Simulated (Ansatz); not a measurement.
```xyz
4
Lattice="0.4110 0.4110 2.6790 -5.8689 5.8689 0.0000 -1.9111 -1.9111 0.5867" Properties=species:S:1:pos:R:3 pbc="T T T"
Rh   -4.2058    3.2503    0.1467
Rh   -1.0658    0.5214    1.4862
Rh   -3.5742    0.7076    0.4400
Rh   -6.3031    3.8476    1.7795
```

Space group Cmcm; set up as Rh, beta-Sn type; a generated structure, not necessarily the stable one; changed on purpose from its base cell (volume × 1.04); computed pressure about −8 GPa in this cell; computed without spin polarisation.

Computed with DFT, RPBE, plane waves (420 eV) with PAW, scalar-relativistic (Ansatz).

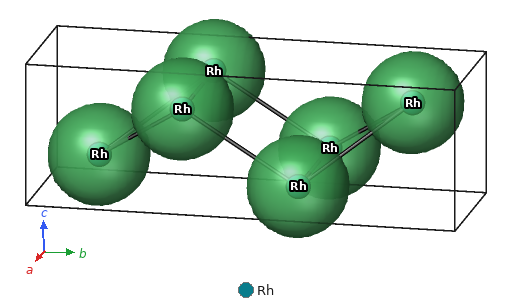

Rh. Isosurface of the valence electron density at 0.8 e/Å³ (green), seen slightly off an axis. Sticks mark near contacts.

Question: What does this surface tell about the bonding?

Answer: At this value the density breaks into separate islands; it holds about 75 % of the electrons treated as valence (semicore included). It bridges none of the near contacts. It is pinched off along the shortest Rh–Rh (2.64 Å), Rh–Rh (2.72 Å) and Rh–Rh (2.77 Å) contacts. On the grid the lowest density along these lines, outside the cores, is 0.41 e/Å³ (Rh–Rh, 2.64 Å), 0.35 e/Å³ (Rh–Rh, 2.72 Å) and 0.31 e/Å³ (Rh–Rh, 2.77 Å).

Question: Does the calculation make it a metal, or give it a gap?

Answer: It is metallic or semimetallic at this level of theory: no gap opens.
